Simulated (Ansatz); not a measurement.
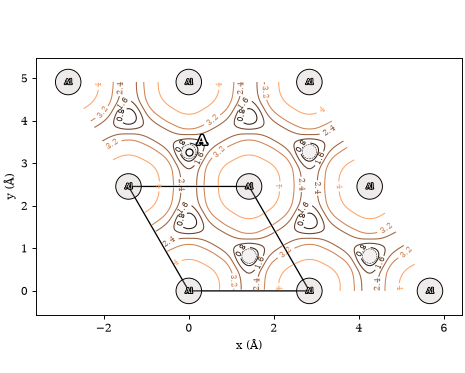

N on an Al(001) slab cut from the P6_3/mmc phase, its upper half relaxed before the scan (9 atoms of substrate and one adsorbate in a 1 × 1 cell). N is moved over the surface cell; relaxed at each place: the height of the adsorbate's atoms; substrate rigid; the origin of the map has the adsorbate above Al9. Places are given modulo a cell vector. The map is drawn in real space over the plane of the surface. The grid has 6 × 6 points; 10 points were computed and 26 follow by symmetry. Energies: eV, counted from the lowest grid point. With one adsorbate in each 1 × 1 cell, its nearest image is 2.8 Å away, so neighbouring adsorbates interact. Computed with Ansatz 0.2.0, DFT PBEsol, scalar-relativistic, plane waves, PAW. Settings: cutoff 420 eV, k-mesh 12×12×1, gaussian smearing 0.1 eV, no spin polarisation.

Drawn: contour lines labelled in eV, labelled circles for the atoms of the top layer and small ones for the second layer, the outline of one cell of the 2 × 2 shown, the point A. Between grid points the surface is interpolated.

What is the easiest way out of the well at A, and how high is the barrier?

The easiest path leads from the well at a threefold hollow over a second-layer Al atom, (4/6, 2/6) of the cell vectors to the well at a threefold hollow over a third-layer Al atom, (2/6, 4/6) of the cell vectors, about 0.26 eV higher. Its highest point lies about 2 eV above the bottom of the first well on the interpolated surface, at about (0.48, 0.97) of the cell vectors. Seen from the upper well the barrier is about 1.7 eV. This is the barrier on the constrained surface; relaxing the other coordinates would change it.

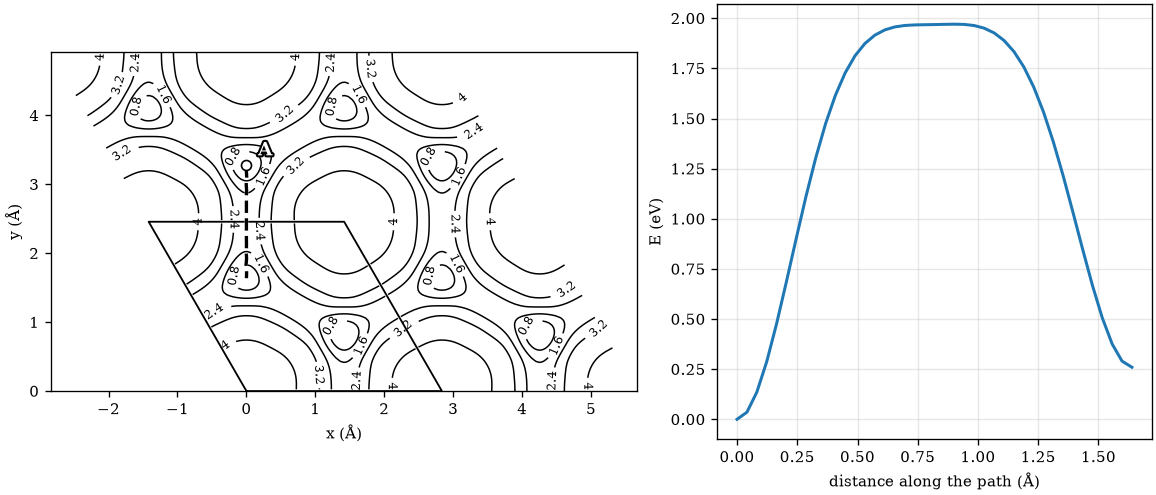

Drawn: contour lines labelled in eV, a line along the lowest path, the outline of one cell of the 2 × 2 shown, the energy along the path at the right. Between grid points the surface is interpolated.

PAW datasets: the set soft_1.
